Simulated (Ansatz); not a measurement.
Ta

Input

```
crystal:
  lattice:
    - [0.0, -2.1039285555, -2.1039285555]
    - [0.0, 2.1039285555, -2.1039285555]
    - [4.2078571111, 0.0, 0.0]
  atoms:
    - { symbol: Ta, position: [0.5122658056, 0.4913724728, 0.5147993656] }
    - { symbol: Ta, position: [-0.0122658056, 0.0086275272, -0.0147993656] }
basis:
  ecutwfc: 500
kpoints:
  mp_grid: { grid: [12, 12, 8] }
hamiltonian:
  xc: r2scan
scf:
  occupations: { method: gaussian, width: 0.15 }
output:
  forces: true
  stress: true
  eigenvalues: true
  write_density: true
  write_potential: true
  elf: true
  volumetric_format: npy
```

Command:

```sh
ansatz run input.yaml --threads 1 --pin off --max-ram 2560MiB --backend cpu --events-out ev --progress --plain --runs-dir out
```

Below, planes, directions and counts refer to the conventional cell (a = 2.98 Å, b = 2.98 Å, c = 4.21 Å, α = 90.00°, β = 90.00°, γ = 90.00°).

Space group P-1; not relaxed (largest force 1.2 eV/Å).

Theory: DFT r2SCAN, scalar-relativistic, plane waves, PAW in Ansatz.

What can the converged valence pseudo-density and electron localisation function tell about the bonding?

Answer. Ta–Ta (2.83 Å): ρ at the midpoint is about 0.32 e/Å³; the ELF is about 0.30 at the midpoint (no shared electron pair shows on this line).
Ta–Ta (2.95 Å): ρ at the midpoint is about 0.27 e/Å³; the ELF is about 0.30 at the midpoint: no localised pair shows between them.
Ta–Ta (3.01 Å): the density is about 0.26 e/Å³ at the midpoint; the ELF is about 0.35 at the midpoint.
Ta–Ta (3.13 Å): ρ at the midpoint is about 0.22 e/Å³; the ELF is about 0.35 at the midpoint.

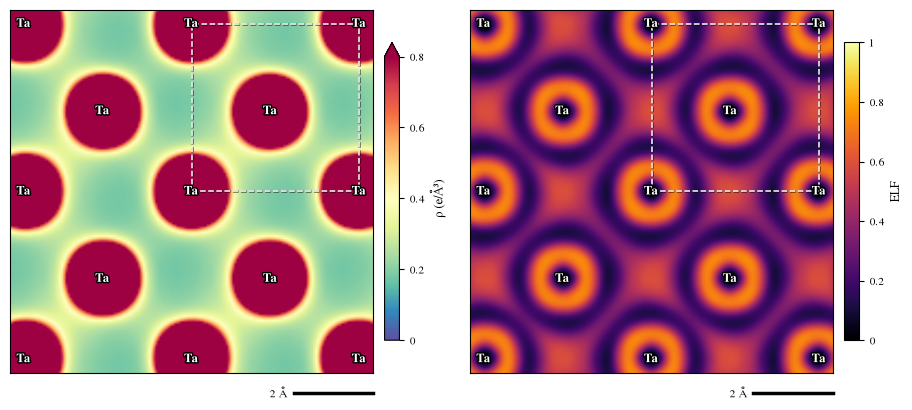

Computed valence pseudo-density and electron localisation function on the (110) plane of the conventional cell, in this order. 

The density is the valence pseudo-density of a PAW calculation; it isn't the true density close to the nuclei.
